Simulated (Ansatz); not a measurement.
Molecular dynamics of MgO (part 1 of 2)

The run: molecular dynamics of MgO (P1, 16 atoms in the cell). Method and program: DFT LDA, scalar-relativistic, plane waves, PAW, no spin polarisation (Ansatz 0.2.0).

The structure derives from an entry of the Crystallography Open Database. One setting was made poor on purpose. It belongs to a series of runs on one base structure; here: dynamics from the last frame of the run before.

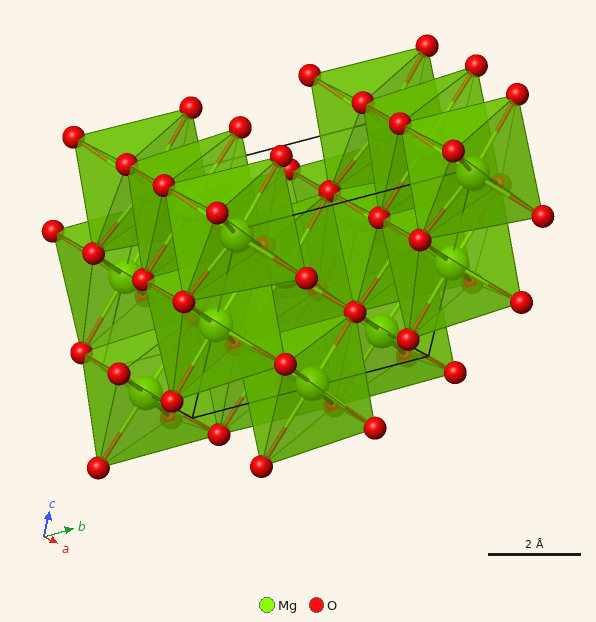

Figure 1. The structure as given in the input (polyhedral view of the cell of the calculation, set on other vectors, seen slightly off an axis; polyhedra are completed across the faces of the cell).

Results in brief

- outcome: finished
- mean temperature over the second half: 1549 K
- trajectory: 200 steps, 200 fs
- ensemble: nvt_langevin
- temperature in the input: 1560.0 K
- time step: 1 fs
- space group of the start (tolerance 0.01 Å): P1 (1)
- electrons treated: 128
- potential energy (free energy of the electrons) (last step): −19674.5623 eV
- Fermi energy (last step): 14.632 eV
- largest force (length of the vector) (last step): 5.873 eV/Å
- hardware: 1 thread of Arm Neoverse V1, 24 GiB of memory available, shared host
- wall time: 5.2 min
- peak memory: 0.39 GiB

Remarks

Warnings of the run: the SCF threshold is loose for the printed forces. A deliberately poor setting: loose scf. The k-point mesh is coarse for a cell of this size, so the results may not be converged. So short a trajectory is not equilibrated. The logged temperature at the start can lie below the typed one, since it is counted over all degrees of freedom.

Input file
```yaml
crystal:
  lattice:
    - [0.0, 3.895, 3.895]
    - [3.895, 0.0, 3.895]
    - [3.895, 3.895, 0.0]
  atoms:
    - { symbol: Mg, position: [0.00586962, 0.03404793, -0.03309293] }
    - { symbol: O, position: [0.24970711, 0.24013806, 0.26614829] }
    - { symbol: Mg, position: [-0.01312608, 0.00208757, 0.49716073] }
    - { symbol: O, position: [0.25089699, 0.2255729, 0.76729095] }
    - { symbol: Mg, position: [9.722e-05, 0.51495297, 0.00028495] }
    - { symbol: O, position: [0.23468842, 0.77002307, 0.24834036] }
    - { symbol: Mg, position: [0.00632817, 0.50168167, 0.49197324] }
    - { symbol: O, position: [0.24319428, 0.76200708, 0.73066225] }
    - { symbol: Mg, position: [0.52291902, -0.01063479, 0.02377924] }
    - { symbol: O, position: [0.73155342, 0.24865742, 0.26085131] }
    - { symbol: Mg, position: [0.51671547, -0.03297037, 0.49258258] }
    - { symbol: O, position: [0.73256108, 0.27914099, 0.76329678] }
    - { symbol: Mg, position: [0.51162875, 0.48961038, 0.01131103] }
    - { symbol: O, position: [0.77233145, 0.74186072, 0.23003298] }
    - { symbol: Mg, position: [0.47763606, 0.49214688, 0.50060336] }
    - { symbol: O, position: [0.74242718, 0.74639029, 0.75676876] }
basis:
  ecutwfc: 420.0
kpoints:
  mp_grid: { grid: [2, 2, 2] }
hamiltonian:
  xc: lda
scf:
  occupations: { method: fermi_dirac, width: 0.05 }
  lower_state_search: "off"
  convergence: { dr2_threshold: 0.01 }
  max_iter: 87
md:
  timestep: 1
  n_steps: 200
  ensemble: nvt_langevin
  temperature: 1560.0
  initial_velocities: maxwell_boltzmann
  seed: 134124
  friction: 0.02
```

Run as:
```bash
ansatz run input.yaml --threads 1 --pin off --max-ram 3072MiB --backend cpu --events-out ev --progress --plain --runs-dir out
```

The program's output
```
Warning: md: disabling space-group detection — thermal motion breaks the input geometry's symmetry, so no spatial operation reduces the k-mesh or symmetrises the density; time reversal is kept, so that k and −k are solved as one point where they differ and the mesh holds both, and exact exchange and, on two spinor components, a DFT+U term hold to it where the run has them: on two components no moment then forms, and a state that bears one, which a typed moment (crystal.atoms[].spin; refused beside efield: under a hybrid functional) reaches, can lie lower, under hf by electronvolts; crystal.symmetry.detect: false (a key that needs symmetry detection or time reversal refuses this as the deck is read) with time_reversal: false beside it drops time reversal too
Warning: scf.convergence.dr2_threshold = 1e-2 eV is looser than this run's default, which is 1e-7 eV or tighter. The error in the forces grows as the threshold's square root, so leave the key out unless less accurate forces are enough
Engine: ansatz 0.2.0, aarch64-unknown-linux-gnu
Pseudopotentials: kind: paw
Pseudopotential: Mg, paw, valence charge 10, recommended cutoff 420 eV (normal), Mg.paw.azcp
Pseudopotential: O, paw, valence charge 6, recommended cutoff 420 eV (normal), O.paw.azcp
Functional definition: SPW92
  exchange = slater_x
  correlation = pw_c
Crystal: 16 atoms, lattice volume = 118.182 Å³
Basis set: ecut = 420 eV, 2277 PW (Γ)
Bands: 80, of which v1, the nominal top of the filled ones, is band 64 counted from 1 (63 counted from 0)
Symmetry: 1 space group operations
k-points: 8
Non-local potential: Mg, projectors of the file, l = 0: 3, l = 1: 2, l = 2: 1
Non-local potential: O, projectors of the file, l = 0: 2, l = 1: 2, l = 2: 1
PAW form: soft (Blöchl's): semilocal exchange-correlation on the pseudo side does not see the compensation charge
PAW frozen core: Mg, regenerated for the run's functional, and the local potential with it (the file was generated under x = pbe(κ = 0.804, μ = 0.2195149727645171), c = pbe(β = 0.06672455060314922))
PAW frozen core: O, regenerated for the run's functional, and the local potential with it (the file was generated under x = pbe(κ = 0.804, μ = 0.2195149727645171), c = pbe(β = 0.06672455060314922))
PAW one-centre angular grid: Mg, 110 points (default); XC on 64 Gauss nodes
PAW one-centre angular grid: O, 110 points (default); XC on 64 Gauss nodes
Initial density: superposition of atomic densities (neutral atoms: chi_scale 0, normalization atom), corrected by the library's trained network
Initial wavefunctions: pseudopotential atomic-orbital guess
Functional: x = slater, c = lda
SCF iter   1: F=—  HF=-19675.046409 eV  |F-HF|=—  |Δ(HF+E_count)|=         —  Δρ=2.18e-2  dr2=4.12e-1  ethr=1.77e-3  ⟨swp⟩=5.9  Hψ=2611  notcnv=0  defer=6
preconditioner: auto → Resta (q_TF=auto, 2.765 Å⁻¹)  ε∞=3.4  [insulator: Δε(μ)=6.855 eV  Ē_g=17.786 eV  σ=0.050 eV  W_gap=1.00  n_scr=50 (ndim 8)  ℏωp=27.3 eV  f_vac=0.000  D(μ)=0.00/eV (n_scr^D=0)  ε∞_Penn≈3.4]
SCF iter   2: F=—  HF=-19674.884103 eV  |F-HF|=—  |Δ(HF+E_count)|=   1.62e-1  Δρ=5.60e-3  dr2=1.84e-2  ethr=3.22e-4  ⟨swp⟩=2.2  Hψ=1049  notcnv=0  defer=63
iter 3 did not close the SCF: its close was put off for the readings that it lacked (scf_convergence_deferred on its scf_iter line)
SCF iter   3: F=-19674.873133 eV  HF=-19674.874460 eV  |F-HF|=1.33e-3  |Δ(HF+E_count)|=   9.64e-3  Δρ=2.23e-3  dr2=2.93e-3  ethr=1.44e-5  ⟨swp⟩=2.4  Hψ=961  notcnv=0  defer=63
iter 4 did not close the SCF: its close was put off for the readings that it lacked (scf_convergence_deferred on its scf_iter line)
SCF iter   4: F=-19674.873501 eV  HF=-19674.873534 eV  |F-HF|=3.24e-5  |Δ(HF+E_count)|=   9.27e-4  Δρ=4.21e-4  dr2=7.95e-5  ethr=2.29e-6  ⟨swp⟩=3.0  Hψ=1168  notcnv=0  defer=63
iter 5 did not close the SCF: its close was put off for the readings that it lacked (scf_convergence_deferred on its scf_iter line)
SCF iter   5: F=-19674.873512 eV  HF=-19674.873513 eV  |F-HF|=5.83e-7  |Δ(HF+E_count)|=   2.09e-5  Δρ=4.84e-5  dr2=1.70e-6  ethr=6.21e-8  ⟨swp⟩=2.4  Hψ=884  notcnv=0  defer=63
SCF iter   6: F=-19674.873512 eV  HF=-19674.873513 eV  |F-HF|=4.37e-7  |Δ(HF+E_count)|=   5.05e-8  Δρ=2.47e-5  dr2=4.67e-7  ethr=1.33e-9  ⟨swp⟩=1.0  Hψ=1749  notcnv=0
SCF 1 converged in 6 iterations: F = -19674.873512 eV  dr2 = 4.67e-7
  greatest PAW one-centre occupation: 1.002 electrons in one spin orbital (limit 2), on the Mg atom at site 0 (counted from 0), in its partial waves of l = 1
md step     0: t =     0.00 fs  T =  1462.5 K  F+E_penalty+E_count = -19674.87351215 eV  E_kin = 3.024684 eV  (6 SCF iters)
Initial density: handed on by an earlier stage of this run
Initial wavefunctions: those handed on with the density
iter 1 solved again at ethr=6.97e-6 eV; its pass at ethr=3.10e-3 eV (dr2=8.92e-3 eV) is discarded
SCF iter   1: F=—  HF=-19674.930062 eV  |F-HF|=—  |Δ(HF+E_count)|=         —  Δρ=2.93e-3  dr2=8.79e-3  ethr=6.97e-6  ⟨swp⟩=2.6  Hψ=3114  notcnv=0
preconditioner: auto → Resta (q_TF=auto, 2.765 Å⁻¹)  ε∞=3.3  [insulator: Δε(μ)=7.019 eV  Ē_g=17.917 eV  σ=0.050 eV  W_gap=1.00  n_scr=50 (ndim 8)  ℏωp=27.3 eV  f_vac=0.000  D(μ)=0.00/eV (n_scr^D=0)  ε∞_Penn≈3.3]
SCF iter   2: F=-19674.926096 eV  HF=-19674.927534 eV  |F-HF|=1.44e-3  |Δ(HF+E_count)|=   2.53e-3  Δρ=1.52e-3  dr2=2.35e-3  ethr=6.86e-6  ⟨swp⟩=3.2  Hψ=1642  notcnv=0
SCF 2 converged in 2 iterations: F = -19674.926096 eV  dr2 = 2.35e-3
md step     1: t =     1.00 fs  T =  1445.6 K  F+E_penalty+E_count = -19674.92609630 eV  E_kin = 2.989766 eV  (2 SCF iters)
[... from here on the SCF iterations and repeated set-up lines of each step are left out, up to the last step ...]
SCF 3 converged in 2 iterations: F = -19674.955511 eV  dr2 = 5.47e-3
md step     2: t =     2.00 fs  T =  1358.9 K  F+E_penalty+E_count = -19674.95551096 eV  E_kin = 2.810501 eV  (2 SCF iters)
SCF 4 converged in 2 iterations: F = -19674.977311 eV  dr2 = 7.75e-3
md step     3: t =     3.00 fs  T =  1347.3 K  F+E_penalty+E_count = -19674.97731124 eV  E_kin = 2.786356 eV  (2 SCF iters)
md step     4: t =     4.00 fs  T =  1405.5 K  F+E_penalty+E_count = -19674.98500577 eV  E_kin = 2.906867 eV  (2 SCF iters)
md step     5: t =     5.00 fs  T =  1378.7 K  F+E_penalty+E_count = -19674.95665653 eV  E_kin = 2.851330 eV  (2 SCF iters)
md step     6: t =     6.00 fs  T =  1247.2 K  F+E_penalty+E_count = -19674.88657057 eV  E_kin = 2.579328 eV  (2 SCF iters)
md step     7: t =     7.00 fs  T =  1182.5 K  F+E_penalty+E_count = -19674.79062870 eV  E_kin = 2.445650 eV  (2 SCF iters)
md step     8: t =     8.00 fs  T =  1057.9 K  F+E_penalty+E_count = -19674.66957727 eV  E_kin = 2.187923 eV  (2 SCF iters)
md step     9: t =     9.00 fs  T =  1037.4 K  F+E_penalty+E_count = -19674.53797338 eV  E_kin = 2.145587 eV  (2 SCF iters)
md step    10: t =    10.00 fs  T =   967.5 K  F+E_penalty+E_count = -19674.40239369 eV  E_kin = 2.000943 eV  (2 SCF iters)
md step    11: t =    11.00 fs  T =   906.6 K  F+E_penalty+E_count = -19674.26685449 eV  E_kin = 1.875030 eV  (2 SCF iters)
md step    12: t =    12.00 fs  T =   847.1 K  F+E_penalty+E_count = -19674.16309626 eV  E_kin = 1.751993 eV  (2 SCF iters)
md step    13: t =    13.00 fs  T =   718.0 K  F+E_penalty+E_count = -19674.09051822 eV  E_kin = 1.484841 eV  (2 SCF iters)
md step    14: t =    14.00 fs  T =   615.6 K  F+E_penalty+E_count = -19674.04659656 eV  E_kin = 1.273175 eV  (2 SCF iters)
md step    15: t =    15.00 fs  T =   675.8 K  F+E_penalty+E_count = -19674.02455810 eV  E_kin = 1.397751 eV  (2 SCF iters)
md step    16: t =    16.00 fs  T =   780.1 K  F+E_penalty+E_count = -19674.01300380 eV  E_kin = 1.613395 eV  (2 SCF iters)
md step    17: t =    17.00 fs  T =   704.6 K  F+E_penalty+E_count = -19674.04542541 eV  E_kin = 1.457274 eV  (2 SCF iters)
md step    18: t =    18.00 fs  T =   803.9 K  F+E_penalty+E_count = -19674.11913374 eV  E_kin = 1.662670 eV  (2 SCF iters)
md step    19: t =    19.00 fs  T =   847.0 K  F+E_penalty+E_count = -19674.20940133 eV  E_kin = 1.751746 eV  (2 SCF iters)
md step    20: t =    20.00 fs  T =   931.5 K  F+E_penalty+E_count = -19674.33373444 eV  E_kin = 1.926483 eV  (2 SCF iters)
md step    21: t =    21.00 fs  T =  1069.8 K  F+E_penalty+E_count = -19674.47746514 eV  E_kin = 2.212540 eV  (2 SCF iters)
md step    22: t =    22.00 fs  T =  1071.0 K  F+E_penalty+E_count = -19674.61983834 eV  E_kin = 2.214927 eV  (2 SCF iters)
md step    23: t =    23.00 fs  T =  1193.1 K  F+E_penalty+E_count = -19674.75223174 eV  E_kin = 2.467619 eV  (2 SCF iters)
md step    24: t =    24.00 fs  T =  1345.0 K  F+E_penalty+E_count = -19674.86399119 eV  E_kin = 2.781758 eV  (2 SCF iters)
md step    25: t =    25.00 fs  T =  1452.6 K  F+E_penalty+E_count = -19674.95729709 eV  E_kin = 3.004265 eV  (2 SCF iters)
md step    26: t =    26.00 fs  T =  1637.2 K  F+E_penalty+E_count = -19675.00448702 eV  E_kin = 3.385897 eV  (2 SCF iters)
md step    27: t =    27.00 fs  T =  1675.7 K  F+E_penalty+E_count = -19675.00634436 eV  E_kin = 3.465604 eV  (2 SCF iters)
md step    28: t =    28.00 fs  T =  1705.9 K  F+E_penalty+E_count = -19674.97666453 eV  E_kin = 3.527996 eV  (2 SCF iters)
md step    29: t =    29.00 fs  T =  1616.9 K  F+E_penalty+E_count = -19674.91146209 eV  E_kin = 3.343909 eV  (2 SCF iters)
md step    30: t =    30.00 fs  T =  1597.2 K  F+E_penalty+E_count = -19674.83027225 eV  E_kin = 3.303256 eV  (2 SCF iters)
md step    31: t =    31.00 fs  T =  1668.5 K  F+E_penalty+E_count = -19674.74636411 eV  E_kin = 3.450688 eV  (2 SCF iters)
md step    32: t =    32.00 fs  T =  1717.4 K  F+E_penalty+E_count = -19674.64402318 eV  E_kin = 3.551908 eV  (2 SCF iters)
md step    33: t =    33.00 fs  T =  1663.7 K  F+E_penalty+E_count = -19674.52954161 eV  E_kin = 3.440882 eV  (2 SCF iters)
md step    34: t =    34.00 fs  T =  1699.9 K  F+E_penalty+E_count = -19674.42137598 eV  E_kin = 3.515753 eV  (2 SCF iters)
md step    35: t =    35.00 fs  T =  1756.4 K  F+E_penalty+E_count = -19674.33542268 eV  E_kin = 3.632510 eV  (2 SCF iters)
md step    36: t =    36.00 fs  T =  1692.3 K  F+E_penalty+E_count = -19674.28341753 eV  E_kin = 3.499929 eV  (2 SCF iters)
md step    37: t =    37.00 fs  T =  1622.7 K  F+E_penalty+E_count = -19674.25594990 eV  E_kin = 3.355969 eV  (2 SCF iters)
md step    38: t =    38.00 fs  T =  1560.6 K  F+E_penalty+E_count = -19674.24855478 eV  E_kin = 3.227555 eV  (2 SCF iters)
md step    39: t =    39.00 fs  T =  1563.5 K  F+E_penalty+E_count = -19674.26603639 eV  E_kin = 3.233577 eV  (2 SCF iters)
md step    40: t =    40.00 fs  T =  1587.9 K  F+E_penalty+E_count = -19674.29239481 eV  E_kin = 3.284059 eV  (2 SCF iters)
md step    41: t =    41.00 fs  T =  1767.9 K  F+E_penalty+E_count = -19674.30952461 eV  E_kin = 3.656314 eV  (2 SCF iters)
md step    42: t =    42.00 fs  T =  1656.1 K  F+E_penalty+E_count = -19674.31764779 eV  E_kin = 3.425110 eV  (2 SCF iters)
md step    43: t =    43.00 fs  T =  1602.2 K  F+E_penalty+E_count = -19674.31485610 eV  E_kin = 3.313567 eV  (2 SCF iters)
md step    44: t =    44.00 fs  T =  1484.0 K  F+E_penalty+E_count = -19674.28480467 eV  E_kin = 3.069226 eV  (2 SCF iters)
md step    45: t =    45.00 fs  T =  1518.9 K  F+E_penalty+E_count = -19674.22849696 eV  E_kin = 3.141230 eV  (2 SCF iters)
md step    46: t =    46.00 fs  T =  1495.2 K  F+E_penalty+E_count = -19674.15855486 eV  E_kin = 3.092225 eV  (2 SCF iters)
md step    47: t =    47.00 fs  T =  1547.9 K  F+E_penalty+E_count = -19674.07008858 eV  E_kin = 3.201327 eV  (2 SCF iters)
md step    48: t =    48.00 fs  T =  1459.6 K  F+E_penalty+E_count = -19673.96875594 eV  E_kin = 3.018596 eV  (2 SCF iters)
md step    49: t =    49.00 fs  T =  1475.2 K  F+E_penalty+E_count = -19673.85784310 eV  E_kin = 3.050881 eV  (2 SCF iters)
md step    50: t =    50.00 fs  T =  1308.5 K  F+E_penalty+E_count = -19673.72188226 eV  E_kin = 2.706100 eV  (2 SCF iters)
md step    51: t =    51.00 fs  T =  1202.2 K  F+E_penalty+E_count = -19673.58189965 eV  E_kin = 2.486308 eV  (2 SCF iters)
md step    52: t =    52.00 fs  T =  1129.6 K  F+E_penalty+E_count = -19673.48066304 eV  E_kin = 2.336211 eV  (2 SCF iters)
md step    53: t =    53.00 fs  T =  1055.3 K  F+E_penalty+E_count = -19673.41848909 eV  E_kin = 2.182576 eV  (2 SCF iters)
md step    54: t =    54.00 fs  T =  1286.0 K  F+E_penalty+E_count = -19673.37920893 eV  E_kin = 2.659563 eV  (2 SCF iters)
md step    55: t =    55.00 fs  T =  1435.5 K  F+E_penalty+E_count = -19673.36515500 eV  E_kin = 2.968821 eV  (2 SCF iters)
md step    56: t =    56.00 fs  T =  1514.3 K  F+E_penalty+E_count = -19673.36115360 eV  E_kin = 3.131766 eV  (2 SCF iters)
md step    57: t =    57.00 fs  T =  1537.4 K  F+E_penalty+E_count = -19673.36771376 eV  E_kin = 3.179681 eV  (2 SCF iters)
md step    58: t =    58.00 fs  T =  1437.0 K  F+E_penalty+E_count = -19673.39174061 eV  E_kin = 2.972045 eV  (2 SCF iters)
md step    59: t =    59.00 fs  T =  1461.6 K  F+E_penalty+E_count = -19673.43020126 eV  E_kin = 3.022745 eV  (2 SCF iters)
md step    60: t =    60.00 fs  T =  1524.3 K  F+E_penalty+E_count = -19673.48207767 eV  E_kin = 3.152518 eV  (2 SCF iters)
```
